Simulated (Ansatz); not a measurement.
# Geometry relaxation of Fe (part 2 of 2)

Fe (P6/mmm, 1 atom in the cell); DFT, PBE, PAW with Ansatz's default frozen-core files, scalar-relativistic, spin-polarised (Ansatz 0.2.0); cutoff 420 eV, 18×18×16 k-mesh, Fermi–Dirac smearing of 0.08 eV, collinear spins. Its volume is 0.40 times that of the source entry. It belongs to a series of runs on one base structure; here: shape and atoms relaxed at 0.4 of the volume.

Geometry of the input (Å; fractional positions):
```
1.8268  0.0000  0.0000
-0.9134  1.5820  0.0000
0.0000  0.0000  1.7545
Fe 0.0000  0.0000  0.0000
```

Log, continued
```
SCF iter   1: F=—  HF=-4470.276456 eV  |F-HF|=—  |Δ(HF+E_count)|=         —  Δρ=3.53e-3 (↑3.53e-3 ↓3.17e-3)  dr2=7.94e-5  dr2_m=4.64e-4  M=0.000 μB ∫|m|=0.002 μB  β_m=0.65  ethr=4.74e-7  ⟨swp⟩=2.6  Hψ=65184  notcnv=0
preconditioner: auto → none  [metal: Δε(μ)=0.012 eV  Ē_g=49.114 eV  σ=0.080 eV  W_gap=0.04  n_scr=0 (ndim 8)  ℏωp=61.7 eV  f_vac=0.000  D(μ)=0.67/eV (n_scr^D=8)]
SCF iter   2: F=—  HF=-4470.276778 eV  |F-HF|=—  |Δ(HF+E_count)|=   3.23e-4  Δρ=1.46e-3 (↑1.06e-3 ↓1.46e-3)  dr2=1.20e-5  dr2_m=7.05e-5  M=0.000 μB ∫|m|=0.001 μB  β_m=0.64  ethr=4.74e-7  ⟨swp⟩=2.1  Hψ=13994  notcnv=0
SCF iter   3: F=—  HF=-4470.276893 eV  |F-HF|=—  |Δ(HF+E_count)|=   1.14e-4  Δρ=3.65e-4 (↑2.83e-4 ↓3.65e-4)  dr2=8.10e-6  dr2_m=8.57e-7  M=0.000 μB ∫|m|=0.000 μB  β_m=0.60  ethr=7.50e-8  ⟨swp⟩=2.0  Hψ=14030  notcnv=0
SCF iter   4: F=—  HF=-4470.276893 eV  |F-HF|=—  |Δ(HF+E_count)|=   2.86e-8  Δρ=1.18e-4 (↑1.08e-4 ↓1.18e-4)  dr2=6.03e-7  dr2_m=1.09e-7  M=0.000 μB ∫|m|=0.000 μB  β_m=0.62  ethr=5.06e-8  ⟨swp⟩=2.6  Hψ=14175  notcnv=0
SCF iter   5: F=—  HF=-4470.276896 eV  |F-HF|=—  |Δ(HF+E_count)|=   2.86e-6  Δρ=3.48e-5 (↑3.14e-5 ↓3.48e-5)  dr2=3.62e-8  dr2_m=1.20e-8  M=0.000 μB ∫|m|=0.000 μB  β_m=0.80  ethr=3.77e-9  ⟨swp⟩=2.6  Hψ=13432  notcnv=0
SCF iter   6: F=—  HF=-4470.276897 eV  |F-HF|=—  |Δ(HF+E_count)|=   1.29e-6  Δρ=5.32e-6 (↑5.17e-6 ↓5.32e-6)  dr2=7.68e-10  dr2_m=1.93e-10  M=0.000 μB ∫|m|=0.000 μB  β_m=0.90  ethr=2.26e-10  ⟨swp⟩=2.3  Hψ=14054  notcnv=0
SCF iter   7: F=-4470.276897 eV  HF=-4470.276897 eV  |F-HF|=5.73e-11  |Δ(HF+E_count)|=   2.26e-7  Δρ=1.72e-6 (↑1.72e-6 ↓1.70e-6)  dr2=1.69e-10  dr2_m=6.93e-13  M=-0.000 μB ∫|m|=0.000 μB  ethr=4.80e-12  ⟨swp⟩=1.6  Hψ=27677  notcnv=0
the starting moments were not kept: the SCF closed with an absolute magnetisation of 2.9e-7 μB, where they sum to 2.5 μB in size (1 site). That is at most 0.1 of that sum. Measured as dr2_m measures the in/out step, that magnetisation stands 8.2e-14 eV from none, at or under the dr2_threshold of 1.0e-7 eV: it is no larger than a step whose dr2_m would equal this threshold.
SCF 3 converged in 7 iterations: F = -4470.276897 eV  dr2 = 1.69e-10
relax step   3: F+E_penalty+E_count = -4470.27689713 eV  Δ(F+E_penalty+E_count) = -7.564e-3 eV  max|allowed force component| = 0.000e0 eV/Å  Δτ_max = 0.0000 Å  P = +988.649 GPa  Ω = 5.071 Å³  energy of the carried Pulay correction = -4.378e-4 eV  fix = [volume]  reactions: volume +988.649 GPa  (7 SCF iters, dr2 threshold 1.00e-7 eV, accepted)
iter 1 solved again at ethr=3.42e-10 eV; its pass at ethr=3.10e-3 eV (dr2=5.47e-8 eV) is discarded
SCF iter   1: F=—  HF=-4470.276906 eV  |F-HF|=—  |Δ(HF+E_count)|=         —  Δρ=9.82e-5 (↑9.82e-5 ↓8.47e-5)  dr2=5.97e-8  dr2_m=3.41e-7  M=-0.000 μB ∫|m|=0.000 μB  β_m=0.65  ethr=3.42e-10  ⟨swp⟩=3.2  Hψ=63006  notcnv=0
preconditioner: auto → none  [metal: Δε(μ)=0.025 eV  Ē_g=49.108 eV  σ=0.080 eV  W_gap=0.08  n_scr=0 (ndim 8)  ℏωp=61.7 eV  f_vac=0.000  D(μ)=0.67/eV (n_scr^D=8)]
SCF iter   2: F=—  HF=-4470.276907 eV  |F-HF|=—  |Δ(HF+E_count)|=   2.15e-7  Δρ=3.97e-5 (↑2.91e-5 ↓3.97e-5)  dr2=1.04e-8  dr2_m=5.20e-8  M=-0.000 μB ∫|m|=0.000 μB  β_m=0.63  ethr=3.42e-10  ⟨swp⟩=2.3  Hψ=14140  notcnv=0
iter 3 did not close the SCF: its close was put off for a magnetic moment that had not settled (scf_convergence_deferred on its scf_iter line)
SCF iter   3: F=-4470.276907 eV  HF=-4470.276907 eV  |F-HF|=8.26e-9  |Δ(HF+E_count)|=   7.88e-8  Δρ=1.24e-5 (↑9.23e-6 ↓1.24e-5)  dr2=8.77e-9  dr2_m=9.64e-10  M=-0.000 μB ∫|m|=0.000 μB  β_m=0.57  ethr=6.48e-11  ⟨swp⟩=2.6  Hψ=32137  notcnv=0
iter 4 did not close the SCF: its close was put off for a magnetic moment that had not settled (scf_convergence_deferred on its scf_iter line)
SCF iter   4: F=-4470.276907 eV  HF=-4470.276907 eV  |F-HF|=4.96e-10  |Δ(HF+E_count)|=   2.84e-9  Δρ=4.11e-6 (↑3.00e-6 ↓4.11e-6)  dr2=3.89e-10  dr2_m=1.12e-10  M=-0.000 μB ∫|m|=0.000 μB  β_m=0.63  ethr=5.48e-11  ⟨swp⟩=2.2  Hψ=30156  notcnv=0
SCF iter   5: F=-4470.276907 eV  HF=-4470.276907 eV  |F-HF|=1.09e-11  |Δ(HF+E_count)|=  2.44e-10  Δρ=8.54e-7 (↑6.94e-7 ↓8.54e-7)  dr2=1.55e-11  dr2_m=6.04e-12  M=-0.000 μB ∫|m|=0.000 μB  ethr=2.43e-12  ⟨swp⟩=1.3  Hψ=26404  notcnv=0
the starting moments were not kept: the SCF closed with an absolute magnetisation of 6.6e-7 μB, where they sum to 2.5 μB in size (1 site). That is at most 0.1 of that sum. Measured as dr2_m measures the in/out step, that magnetisation stands 3.5e-13 eV from none, at or under the dr2_threshold of 1.0e-7 eV: it is no larger than a step whose dr2_m would equal this threshold.
SCF 4 converged in 5 iterations: F = -4470.276907 eV  dr2 = 1.55e-11
relax step   4: F+E_penalty+E_count = -4470.27690666 eV  Δ(F+E_penalty+E_count) = -9.534e-6 eV  max|allowed force component| = 0.000e0 eV/Å  Δτ_max = 0.0000 Å  P = +988.662 GPa  Ω = 5.071 Å³  energy of the carried Pulay correction = -4.342e-4 eV  fix = [volume]  reactions: volume +988.662 GPa  (5 SCF iters, dr2 threshold 1.00e-7 eV, accepted)
Initial wavefunctions: pseudopotential atomic-orbital guess (no wavefunctions were taken with the density)
iter 1 solved again at ethr=3.78e-8 eV; its pass at ethr=3.10e-3 eV (dr2=6.04e-6 eV) is discarded
SCF iter   1: F=—  HF=-4470.277723 eV  |F-HF|=—  |Δ(HF+E_count)|=         —  Δρ=1.05e-3 (↑1.05e-3 ↓1.05e-3)  dr2=9.07e-6  dr2_m=6.71e-12  M=-0.000 μB ∫|m|=0.000 μB  β_m=0.65  ethr=3.78e-8  ⟨swp⟩=3.9  Hψ=77720  notcnv=0
preconditioner: auto → none  [metal: Δε(μ)=0.026 eV  Ē_g=49.111 eV  σ=0.080 eV  W_gap=0.08  n_scr=0 (ndim 8)  ℏωp=61.7 eV  f_vac=0.000  D(μ)=0.68/eV (n_scr^D=8)]
SCF iter   2: F=—  HF=-4470.277838 eV  |F-HF|=—  |Δ(HF+E_count)|=   1.15e-4  Δρ=3.65e-4 (↑3.65e-4 ↓3.65e-4)  dr2=1.19e-6  dr2_m=1.19e-12  M=-0.000 μB ∫|m|=0.000 μB  β_m=0.62  ethr=3.78e-8  ⟨swp⟩=1.0  Hψ=9340  notcnv=0
SCF iter   3: F=—  HF=-4470.277858 eV  |F-HF|=—  |Δ(HF+E_count)|=   1.96e-5  Δρ=4.63e-5 (↑4.63e-5 ↓4.63e-5)  dr2=1.35e-7  dr2_m=5.78e-14  M=-0.000 μB ∫|m|=0.000 μB  β_m=0.57  ethr=7.44e-9  ⟨swp⟩=1.4  Hψ=10570  notcnv=0
SCF iter   4: F=—  HF=-4470.277858 eV  |F-HF|=—  |Δ(HF+E_count)|=   7.41e-7  Δρ=2.41e-5 (↑2.41e-5 ↓2.41e-5)  dr2=1.42e-8  dr2_m=2.81e-14  M=-0.000 μB ∫|m|=0.000 μB  β_m=0.61  ethr=8.46e-10  ⟨swp⟩=2.5  Hψ=13678  notcnv=0
SCF iter   5: F=—  HF=-4470.277859 eV  |F-HF|=—  |Δ(HF+E_count)|=   6.49e-7  Δρ=7.75e-6 (↑7.75e-6 ↓7.75e-6)  dr2=1.40e-9  dr2_m=4.12e-15  M=-0.000 μB ∫|m|=0.000 μB  β_m=0.81  ethr=8.88e-11  ⟨swp⟩=2.5  Hψ=13607  notcnv=0
SCF iter   6: F=—  HF=-4470.277859 eV  |F-HF|=—  |Δ(HF+E_count)|=   3.07e-7  Δρ=1.02e-6 (↑1.02e-6 ↓1.02e-6)  dr2=3.23e-11  dr2_m=1.82e-16  M=0.000 μB ∫|m|=0.000 μB  β_m=0.82  ethr=8.77e-12  ⟨swp⟩=2.1  Hψ=14052  notcnv=0
SCF iter   7: F=-4470.277859 eV  HF=-4470.277859 eV  |F-HF|=0.00e0  |Δ(HF+E_count)|=   6.91e-9  Δρ=2.80e-7 (↑2.80e-7 ↓2.80e-7)  dr2=4.29e-12  dr2_m=5.65e-18  M=0.000 μB ∫|m|=0.000 μB  ethr=1.00e-12  ⟨swp⟩=2.7  Hψ=28616  notcnv=0
the starting moments were not kept: the SCF closed with an absolute magnetisation of 6.0e-10 μB, where they sum to 2.5 μB in size (1 site). That is at most 0.1 of that sum. Measured as dr2_m measures the in/out step, that magnetisation stands 4.7e-19 eV from none, at or under the dr2_threshold of 2.2e-9 eV: it is no larger than a step whose dr2_m would equal this threshold.
SCF 5 converged in 7 iterations: F = -4470.277859 eV  dr2 = 4.29e-12
  greatest PAW one-centre occupation: 1.016 electrons in one spin orbital (limit 2), on the Fe atom at site 0 (counted from 0), in its partial waves of l = 1
relax step   5: F+E_penalty+E_count = -4470.27785937 eV  Δ(F+E_penalty+E_count) = -9.527e-4 eV  max|allowed force component| = 0.000e0 eV/Å  Δτ_max = 0.0000 Å  P = +989.095 GPa  Ω = 5.071 Å³  fix = [volume]  reactions: volume +989.095 GPa  stress off target by 4.79e-1 GPa on what of the cell is left free  SCF on the basis re-selected at this cell (its energy is not comparable with the rows above)  (7 SCF iters)
```

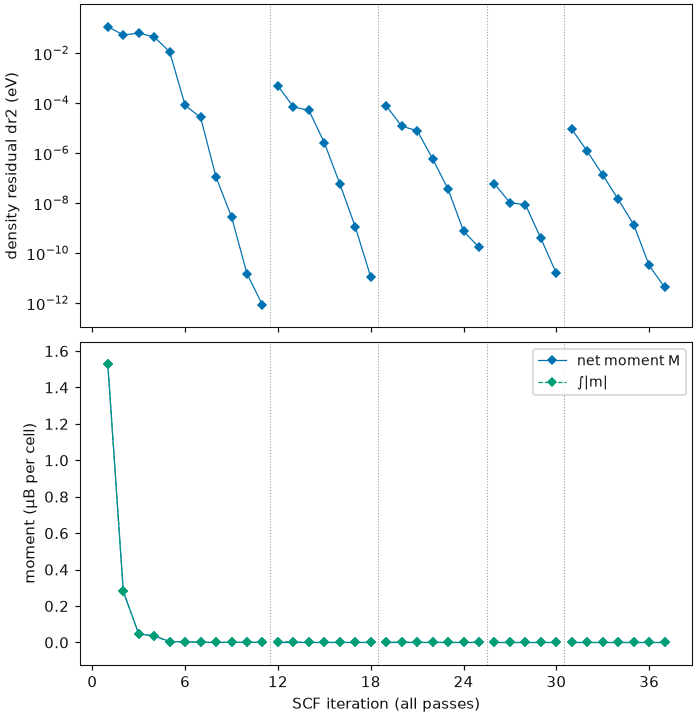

*Convergence of the self-consistent field: density residual dr2 and magnetic moment against the SCF iteration. The dotted lines part the SCF passes of the relaxation: geometry steps, rejected trials and re-solves on a re-selected basis.*

The 5 passes take 5 to 11 iterations each, 37 in all. The net moment goes from 1.5 to 0.0 μB per cell, and ∫|m| falls to zero.

```
basis re-selected at this cell: Δ(F+E_penalty+E_count) = -9.527e-4 eV, ΔP = +0.433 GPa vs the last step (what re-selecting the basis moved, of the pressure what is left beyond the Pulay correction that the steps carried, after the strain that the cell walked since its last selection, with what the two solves' SCF thresholds leave and, on support functions, any second-order correction that the steps lacked; it is no measure of the basis error at this ecutwfc). This SCF's stress stands 4.79e-1 GPa from its target on what of the cell is left free (relax.cell.stress_tol is 7.50e-1 GPa) and its largest allowed force component is 0.00e0 eV/Å (relax.f_tol is 5.00e-3 eV/Å): within both
SCF converged after 7 iterations
Magnetization: 0.0000 μB (8.0000 up, 8.0000 down)
Absolute magnetization: 0.0000 μB (∫|ρ↑−ρ↓|, with the PAW one-centre terms)
Spin contamination: 0.0000 ħ² per cell (⟨S²⟩ above its minimum at these occupations)
Per-site moments (μB) at R_I (Å): [(2.4800481677358635e-10, 0.702761301469169)]
Free energy (F): -4470.277859 eV
Harris-Foulkes:  -4470.277859 eV  (|F-HF|=0.00e0)
Internal energy: -4470.263841 eV  (E = F + TS)
E sigma→0 (E₀):  -4470.270850 eV
Entropy (-TS):   -0.014019 eV (-14.019 meV/atom)
Fermi energy:    46.241529 eV
--- Per-component energies (eV) ---
  E_band       = 182.881949
  E_kinetic    = 396.625733
  E_local      = -1091.322702  (includes V_loc(G=0)·N_el)
  E_nonlocal   = 238.161008
  E_hartree    = 564.736457
  E_xc         = -127.256353
  E_vxc        = -164.636780  (∫ρ·V_xc dr)
  E_paw        = -1382.169519  (= ΣΔE_a)
  E_vpaw       = -325.419229  (= ΣTr[D̂ρ^β])
  E_aug_tail   = 0.001064  (compensation charges beyond the density's cutoff)
  E_ewald      = -3069.039528
  E_smearing   = -0.014019  (= −TS)
  E_closure    = 0.000000  (closes the sum)
  Σ components = -4470.277859   (vs F -4470.277859, Δ=0.00e0)
--- Forces (eV/Å), atoms counted from 1 ---
  atom   1  Fe     0.00000000    -0.00000000     0.00000000
  max |Σ_I F_I| component: 3.29e-32 eV/Å
--- Stress (GPa, compression-positive) ---
      989.334724       0.000000       0.000000
        0.000000     989.334724       0.000000
        0.000000       0.000000     988.616922
  P = ⅓ Tr σ = 989.0955 GPa (9890.955 kbar)
--- Relaxed structure (4 steps of the walk, 4 accepted, 1 SCFs on fresh bases) ---
  F+E_penalty+E_count = -4470.27785937 eV   max|allowed force component| = 0.000e0 eV/Å   (the final SCF, on the basis selected at the relaxed cell)
  cell:  # Å, volume = 5.0706 Å³
    - [1.853831773490283, 2.9295094424141405e-11, 0.0]
    - [-0.926915886770512, 1.6054654101706969, 0.0]
    - [0.0, 0.0, 1.7036637611373795]
  atoms:
    - { symbol: Fe, position: [0.0, 0.0, 0.0] }
```

Trajectory as extended XYZ (Å, eV, eV/Å), 5 frames, from step=1 to step=5
```
1
Lattice="1.8268 0.0000 0.0000 -0.9134 1.5820 0.0000 0.0000 0.0000 1.7545" Properties=species:S:1:pos:R:3:forces:R:3 step=1 energy=-4470.18971 pressure_GPa=994.05
Fe    0.0000    0.0000    0.0000    0.0000   0.0000   0.0000
1
Lattice="1.8458 0.0000 0.0000 -0.9229 1.5985 0.0000 0.0000 0.0000 1.7186" Properties=species:S:1:pos:R:3:forces:R:3 step=2 energy=-4470.26933 pressure_GPa=989.51
Fe    0.0000    0.0000    0.0000    0.0000   0.0000   0.0000
1
Lattice="1.8541 0.0000 0.0000 -0.9270 1.6057 0.0000 0.0000 0.0000 1.7032" Properties=species:S:1:pos:R:3:forces:R:3 step=3 energy=-4470.27690 pressure_GPa=988.65
Fe    0.0000    0.0000    0.0000    0.0000   0.0000   0.0000
1
Lattice="1.8538 0.0000 0.0000 -0.9269 1.6055 0.0000 0.0000 0.0000 1.7037" Properties=species:S:1:pos:R:3:forces:R:3 step=4 energy=-4470.27691 pressure_GPa=988.66
Fe    0.0000    0.0000    0.0000    0.0000   0.0000   0.0000
1
Lattice="1.8538 0.0000 0.0000 -0.9269 1.6055 0.0000 0.0000 0.0000 1.7037" Properties=species:S:1:pos:R:3:forces:R:3 step=5 energy=-4470.27786 pressure_GPa=989.10
Fe    0.0000    0.0000    0.0000    0.0000   0.0000   0.0000
```
